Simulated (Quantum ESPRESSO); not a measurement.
## Phonon calculation of GaSb (part 2 of 2)

GaSb (2 atoms in the cell); Kohn-Sham DFT of a periodic cell, rev-vdW-DF2, PseudoDojo 0.4.1 SR PBE standard, no spin polarisation (Quantum ESPRESSO 7.5); cutoff 1088.45 eV, 8×8×8 k-mesh, cold smearing of 0.2 eV. The structure derives from an entry of the Crystallography Open Database.

Geometry of the input (Å; fractional positions):
```
0.0000  3.0590  3.0590
3.0590  0.0000  3.0590
3.0590  3.0590  0.0000
Sb 0.7500  0.7500  0.7500
Ga 0.0000  0.0000  0.0000
```

The program's output, continued
```
     iteration #  4     ecut=    80.00 Ry     beta= 0.50
     Davidson diagonalization with overlap
     ethr =  1.02E-06,  avg # of iterations =  6.1

     total energy              =    -334.66857070 Ry
     estimated scf accuracy    <       0.00003046 Ry

     iteration #  5     ecut=    80.00 Ry     beta= 0.50
     Davidson diagonalization with overlap
     ethr =  1.09E-07,  avg # of iterations =  2.0

     total energy              =    -334.66857353 Ry
     estimated scf accuracy    <       0.00000129 Ry

     iteration #  6     ecut=    80.00 Ry     beta= 0.50
     Davidson diagonalization with overlap
     ethr =  4.62E-09,  avg # of iterations =  2.5

     total energy              =    -334.66857386 Ry
     estimated scf accuracy    <       0.00000007 Ry

     iteration #  7     ecut=    80.00 Ry     beta= 0.50
     Davidson diagonalization with overlap
     ethr =  2.34E-10,  avg # of iterations =  5.3

     total energy              =    -334.66857388 Ry
     estimated scf accuracy    <          2.9E-09 Ry

     iteration #  8     ecut=    80.00 Ry     beta= 0.50
     Davidson diagonalization with overlap
     ethr =  1.04E-11,  avg # of iterations =  2.0

     total energy              =    -334.66857388 Ry
     estimated scf accuracy    <          1.6E-09 Ry

     iteration #  9     ecut=    80.00 Ry     beta= 0.50
     Davidson diagonalization with overlap
     ethr =  5.57E-12,  avg # of iterations =  2.0

     End of self-consistent calculation

          k = 0.0000 0.0000 0.0000 (  4645 PWs)   bands (ev):

   -20.5592 -20.5592 -20.5592 -20.5401 -20.5401  -6.7706  -6.7706  -6.7706
    -6.7205  -6.7205  -3.3184   8.0448   8.2072   8.2072   8.2072  11.0015
    11.0015  11.0015  13.9823  17.0703  17.0703

          k = 0.0884 0.0884-0.0884 (  4684 PWs)   bands (ev):

   -20.5591 -20.5588 -20.5588 -20.5400 -20.5400  -6.7750  -6.7687  -6.7687
    -6.7208  -6.7208  -3.1590   6.1292   7.9562   7.9562   9.1369  11.3457
    11.3457  11.6142  14.8223  16.1869  16.1869

          k = 0.1768 0.1768-0.1768 (  4693 PWs)   bands (ev):

   -20.5589 -20.5578 -20.5578 -20.5397 -20.5397  -6.7856  -6.7643  -6.7643
    -6.7211  -6.7211  -2.7056   4.1315   7.5103   7.5103   8.9259  11.8641
    11.8641  13.3503  15.4207  15.9562  15.9562

          k = 0.2652 0.2652-0.2652 (  4678 PWs)   bands (ev):

   -20.5587 -20.5569 -20.5569 -20.5394 -20.5394  -6.7958  -6.7605  -6.7605
    -6.7208  -6.7208  -2.0783   2.5207   7.1776   7.1776   8.6311  12.0055
    12.0055  14.8028  15.6469  16.9229  16.9229

          k =-0.3536-0.3536 0.3536 (  4664 PWs)   bands (ev):

   -20.5586 -20.5565 -20.5565 -20.5392 -20.5392  -6.8000  -6.7592  -6.7592
    -6.7205  -6.7205  -1.7055   1.8127   7.0595   7.0595   8.5221  11.9847
    11.9847  14.6908  17.5186  18.2645  18.3328

          k = 0.1768 0.0000 0.0000 (  4673 PWs)   bands (ev):

   -20.5597 -20.5583 -20.5583 -20.5403 -20.5396  -6.7785  -6.7668  -6.7668
    -6.7219  -6.7200  -3.1052   6.0589   7.5340   7.5340   9.8221  10.6548
    11.9484  11.9484  15.0277  15.1650  17.2822

          k = 0.2652 0.0884-0.0884 (  4676 PWs)   bands (ev):

   -20.5597 -20.5575 -20.5573 -20.5404 -20.5392  -6.7873  -6.7631  -6.7624
    -6.7232  -6.7198  -2.7463   4.5586   6.9988   7.0620   9.9602  10.9290
    12.6492  12.8453  14.9840  16.2570  17.0050

          k = 0.3536 0.1768-0.1768 (  4677 PWs)   bands (ev):

   -20.5592 -20.5568 -20.5564 -20.5401 -20.5389  -6.7966  -6.7597  -6.7583
    -6.7234  -6.7198  -2.1579   2.9479   6.4162   6.7842   9.7639  11.5284
    12.8151  13.5022  16.1182  16.7583  17.6434

          k =-0.2652-0.4419 0.4419 (  4653 PWs)   bands (ev):

   -20.5586 -20.5566 -20.5560 -20.5396 -20.5389  -6.8019  -6.7578  -6.7568
    -6.7223  -6.7203  -1.6307   1.9188   6.0200   6.7727   9.5855  11.7518
    12.5915  14.8107  16.2976  17.9145  18.2991

          k =-0.1768-0.3536 0.3536 (  4662 PWs)   bands (ev):

   -20.5584 -20.5567 -20.5564 -20.5393 -20.5393  -6.8003  -6.7581  -6.7578
    -6.7215  -6.7211  -1.7667   2.1612   5.9038   7.0232   9.5921  11.9588
    12.3333  14.9382  16.2237  16.5227  17.9665

          k =-0.0884-0.2652 0.2652 (  4679 PWs)   bands (ev):

   -20.5588 -20.5573 -20.5570 -20.5399 -20.5393  -6.7924  -6.7620  -6.7601
    -6.7223  -6.7207  -2.3737   3.4542   6.1302   7.4668   9.7531  11.9794
    12.1073  13.4868  15.3468  16.2066  17.6475

          k = 0.0000-0.1768 0.1768 (  4683 PWs)   bands (ev):

   -20.5591 -20.5583 -20.5578 -20.5401 -20.5396  -6.7821  -6.7665  -6.7643
    -6.7218  -6.7205  -2.8999   5.0238   6.8352   7.9095   9.7375  11.4460
    11.5178  12.7348  15.3146  15.8102  16.1381

          k = 0.3536 0.0000 0.0000 (  4664 PWs)   bands (ev):

   -20.5607 -20.5562 -20.5562 -20.5409 -20.5385  -6.7961  -6.7576  -6.7576
    -6.7261  -6.7190  -2.4874   4.0774   6.5532   6.5532   9.4464  10.8800
    13.7210  13.7210  14.7122  17.2931  17.9198

          k = 0.4419 0.0884-0.0884 (  4669 PWs)   bands (ev):

   -20.5608 -20.5554 -20.5552 -20.5410 -20.5381  -6.8041  -6.7538  -6.7530
    -6.7277  -6.7187  -1.9763   2.9692   5.8691   6.2466   9.6541  10.8861
    13.6273  14.2692  16.5925  18.0870  18.4540

          k =-0.1768-0.5303 0.5303 (  4671 PWs)   bands (ev):

   -20.5598 -20.5554 -20.5548 -20.5406 -20.5382  -6.8079  -6.7531  -6.7512
    -6.7266  -6.7195  -1.4067   1.9984   5.1268   6.2283   9.7818  12.1127
    13.4010  14.0655  17.2828  18.4920  18.6841

          k =-0.0884-0.4419 0.4419 (  4659 PWs)   bands (ev):

   -20.5586 -20.5562 -20.5552 -20.5399 -20.5388  -6.8064  -6.7542  -6.7527
    -6.7240  -6.7212  -1.3146   1.8698   4.7652   6.5004   9.9349  12.8264
    13.5811  14.4664  15.3882  16.5431  18.7110

          k = 0.0000-0.3536 0.3536 (  4672 PWs)   bands (ev):

   -20.5582 -20.5569 -20.5562 -20.5395 -20.5393  -6.8005  -6.7571  -6.7564
    -6.7225  -6.7218  -1.8234   2.6292   5.0200   6.9882  10.1546  12.8218
    12.8912  13.2621  15.4162  16.8205  18.8800

          k = 0.5303-0.0000 0.0000 (  4672 PWs)   bands (ev):

   -20.5618 -20.5541 -20.5541 -20.5415 -20.5374  -6.8119  -6.7480  -6.7480
    -6.7312  -6.7180  -1.5641   2.3168   5.8805   5.8805   9.0804   9.9958
    15.6250  15.6250  16.4996  18.9889  19.3265

          k =-0.0884-0.6187 0.6187 (  4677 PWs)   bands (ev):

   -20.5615 -20.5539 -20.5537 -20.5414 -20.5373  -6.8150  -6.7471  -6.7460
    -6.7312  -6.7182  -1.0817   1.6479   5.2601   5.8016   9.3636  10.2940
    15.4164  15.8474  17.7411  18.9815  19.0233

          k = 0.0000-0.5303 0.5303 (  4660 PWs)   bands (ev):

   -20.5601 -20.5548 -20.5541 -20.5408 -20.5379  -6.8123  -6.7501  -6.7478
    -6.7280  -6.7198  -0.9533   1.5337   4.6125   6.0278   9.5947  12.0673
    14.7797  15.0292  15.7704  17.2452  20.0328

          k =-0.7071 0.0000 0.0000 (  4720 PWs)   bands (ev):

   -20.5623 -20.5533 -20.5533 -20.5418 -20.5370  -6.8181  -6.7440  -6.7440
    -6.7334  -6.7175  -0.8881   1.3564   5.6466   5.6466   9.0921   9.4540
    16.8638  16.8638  18.2124  18.9885  19.8708

          k = 0.3536 0.1768 0.0000 (  4687 PWs)   bands (ev):

   -20.5598 -20.5566 -20.5563 -20.5405 -20.5387  -6.7961  -6.7591  -6.7576
    -6.7247  -6.7196  -2.3106   3.5508   5.8833   6.9052  10.3757  11.0767
    12.7146  13.4677  15.6239  17.2822  17.6389

          k =-0.2652-0.4419 0.6187 (  4669 PWs)   bands (ev):

   -20.5590 -20.5565 -20.5554 -20.5402 -20.5386  -6.8031  -6.7562  -6.7542
    -6.7246  -6.7202  -1.7108   2.4027   5.2811   6.5052  10.4967  11.6384
    12.8631  14.0168  16.6709  17.0408  18.5004

          k =-0.1768-0.3536 0.5303 (  4638 PWs)   bands (ev):

   -20.5584 -20.5568 -20.5550 -20.5399 -20.5387  -6.8058  -6.7554  -6.7528
    -6.7237  -6.7209  -1.3562   1.8244   5.1155   6.3238  10.4527  11.6583
    13.5908  14.6271  15.4970  17.9869  18.4929

          k =-0.1768-0.5303 0.7071 (  4659 PWs)   bands (ev):

   -20.5606 -20.5551 -20.5542 -20.5410 -20.5378  -6.8098  -6.7511  -6.7493
    -6.7286  -6.7189  -1.4542   2.1774   5.3119   5.8371  10.1522  10.7941
    13.4776  15.5019  17.3179  17.8703  19.6229

          k =-0.0884-0.4419 0.6187 (  4659 PWs)   bands (ev):

   -20.5595 -20.5560 -20.5538 -20.5406 -20.5381  -6.8110  -6.7517  -6.7481
    -6.7269  -6.7203  -1.0338   1.6464   4.7732   5.6789  10.5168  12.1428
    13.1057  14.7348  16.4367  18.7620  19.2100

          k = 0.0000-0.3536 0.5303 (  4667 PWs)   bands (ev):

   -20.5584 -20.5569 -20.5542 -20.5402 -20.5385  -6.8083  -6.7537  -6.7500
    -6.7251  -6.7213  -1.1929   1.8410   4.6481   5.9835  10.7801  12.5503
    12.8474  14.4995  15.8485  17.0905  20.0271

          k =-0.7071 0.1768-0.0000 (  4668 PWs)   bands (ev):

   -20.5610 -20.5545 -20.5533 -20.5413 -20.5375  -6.8151  -6.7477  -6.7457
    -6.7302  -6.7189  -0.8670   1.4181   5.2186   5.3417  10.1077  10.4059
    15.1505  15.2195  18.1109  18.4587  19.6922

          k =-0.7071 0.3536 0.0000 (  4648 PWs)   bands (ev):

   -20.5586 -20.5569 -20.5532 -20.5406 -20.5381  -6.8118  -6.7517  -6.7469
    -6.7264  -6.7212  -0.8454   1.4853   4.8748   5.0933  11.8260  12.5376
    12.6070  13.0016  18.1457  18.4152  19.7235

     the Fermi energy is     8.1590 ev

!    total energy              =    -334.66857388 Ry
     estimated scf accuracy    <          7.7E-11 Ry
     smearing contrib. (-TS)   =       0.00018752 Ry
     internal energy E=F+TS    =    -334.66876140 Ry

     The total energy is F=E-TS. E is the sum of the following terms:
     one-electron contribution =    -165.05426964 Ry
     hartree contribution      =     100.74870740 Ry
     xc contribution           =     -87.06352340 Ry
     ewald contribution        =    -183.29967577 Ry

     convergence has been achieved in   9 iterations

     Forces acting on atoms (cartesian axes, Ry/au):

     atom    1 type  1   force =     0.00000000    0.00000000    0.00000000
     atom    2 type  2   force =    -0.00000000   -0.00000000    0.00000000

     Total force =     0.000000     Total SCF correction =     0.000000

     Computing stress (Cartesian axis) and pressure

          total   stress  (Ry/bohr**3)                   (kbar)     P=       11.34
   0.00007710  -0.00000000   0.00000000           11.34       -0.00        0.00
  -0.00000000   0.00007710  -0.00000000           -0.00       11.34       -0.00
   0.00000000  -0.00000000   0.00007710            0.00       -0.00       11.34

=------------------------------------------------------------------------------=
   JOB DONE.
=------------------------------------------------------------------------------=
```

File dynmat.out
```
This program is part of the open-source Quantum ESPRESSO suite
     for quantum simulation of materials; please cite
         "P. Giannozzi et al., J. Phys.:Condens. Matter 21 395502 (2009);
         "P. Giannozzi et al., J. Phys.:Condens. Matter 29 465901 (2017);
         "P. Giannozzi et al., J. Chem. Phys. 152 154105 (2020);
          URL
     in publications or presentations arising from this work. More details at

     Reading Dynamical Matrix from file dyn
     ...Force constants read
     ...epsilon and Z* not read (not found on file)
     Acoustic Sum Rule: || Z*(ASR) - Z*(orig)|| =    0.000000E+00
     Acoustic Sum Rule: ||dyn(ASR) - dyn(orig)||=    8.307073E-03
     A direction for q was not specified:TO-LO splitting will be absent

     Polarizability (A^3 units)
     multiply by 1.000000 for Clausius-Mossotti correction
         0.000000    0.000000    0.000000
         0.000000    0.000000    0.000000
         0.000000    0.000000    0.000000

     IR activities are in (D/A)^2/amu units

# mode   [cm-1]    [THz]      IR
    1     -0.00   -0.0000    0.0000
    2     -0.00   -0.0000    0.0000
    3      0.00    0.0000    0.0000
    4    214.55    6.4319    0.0000
    5    214.55    6.4319    0.0000
    6    214.55    6.4319    0.0000

=------------------------------------------------------------------------------=
   JOB DONE.
=------------------------------------------------------------------------------=
```

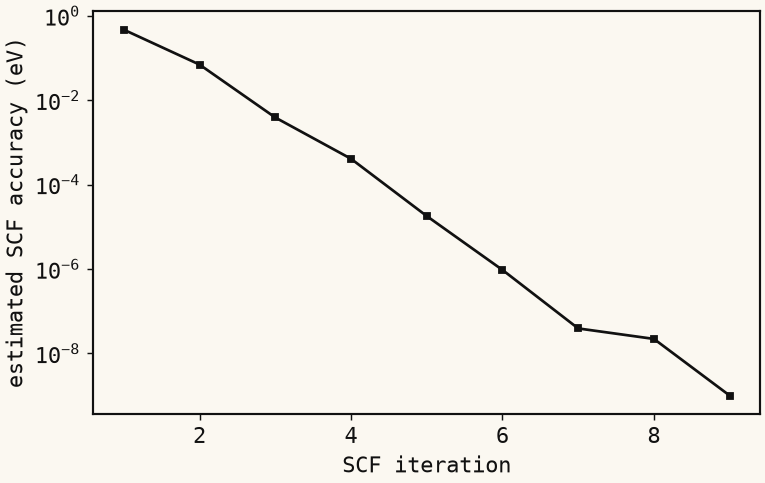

Fig. 1: Convergence of the self-consistent field: estimated SCF accuracy against the iteration. The field takes 9 iterations in all.

Results in brief

```tsv
quantity	value
outcome	converged
space group (tolerance 0.01 Å)	F-43m (216)
electrons treated	28
free energy	−4553.3979 eV
Fermi energy	8.159 eV
gap on the k-point mesh	none (metallic)
pressure	1.13 GPa
largest force (length of the vector)	under 0.001 eV/Å
wall time	13 min
peak memory	0.29 GiB
```

Remarks

The record of the run, not the program, notes: potentials made for another functional. Points of doubt noted for this run: potentials made for another functional.
